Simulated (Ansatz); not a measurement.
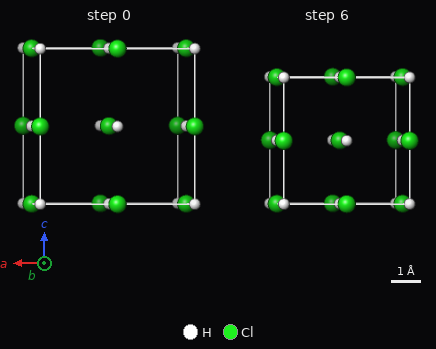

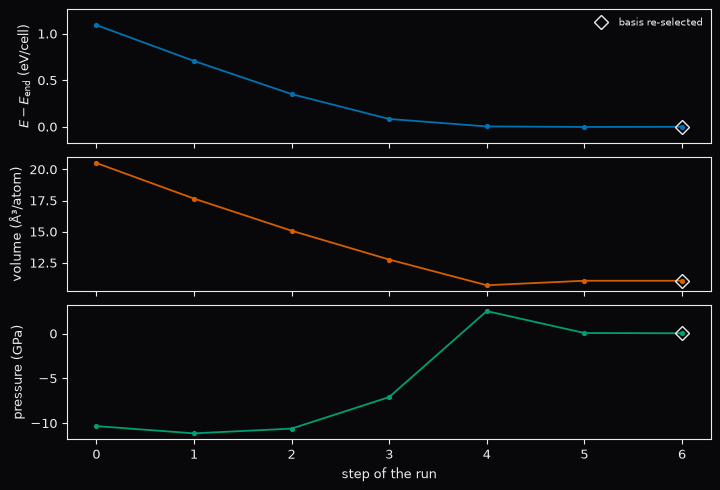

First and last geometry of a relaxation of a crystal of HCl (set up in Fm-3m) (coarse preliminary run), with the history of the run. A ball-and-stick model of the conventional cell (4 times the calculation's cell), seen from a free direction. Lengths and directions refer to the drawn axes.

Theory: DFT PBEsol, scalar-relativistic, plane waves, PAW (Ansatz). Settings: plane-wave cutoff 420 eV; k-point mesh 6 × 6 × 6; occupations gaussian; smearing width 0.1 eV; no spin polarisation; cell and atoms relaxed; force threshold 0.05 eV/Å; at most 80 steps.

Q: Read the history and describe the run.

A: It converged. The atoms keep their places relative to the cell (all moves are under 0.005 Å). The volume changes by −46.1 %, with a = b = c 5.475 → 4.457 Å (−18.6 %). The space group stays Fm-3m (No. 225). The energy falls by 1.093 eV per cell of the calculation in 5 accepted moves (6 points after the start). All forces vanish by symmetry, so only the cell relaxes. Pressure: −10.32 GPa at the start and 0.03 GPa at the end. The SCF was repeated once at an unchanged geometry on a basis and grid sized afresh for the cell, which shifted the energy by 1.3 meV per cell of the calculation at most.

| step | E − E(0), meV/atom | pressure, GPa | volume, Å³/atom | note |
| --- | --- | --- | --- | --- |
| 0 | 0.00 | -10.32 | 20.515 |  |
| 1 | -192.76 | -11.13 | 17.658 |  |
| 2 | -370.76 | -10.60 | 15.080 |  |
| 3 | -504.43 | -7.09 | 12.766 |  |
| 4 | -544.52 | 2.51 | 10.703 |  |
| 5 | -547.27 | 0.07 | 11.065 |  |
| 6 | -546.60 | 0.03 | 11.065 | same geometry, new basis |

Limits of the set-up: layers or molecules are held without a dispersion correction, so their spacing is unreliable.
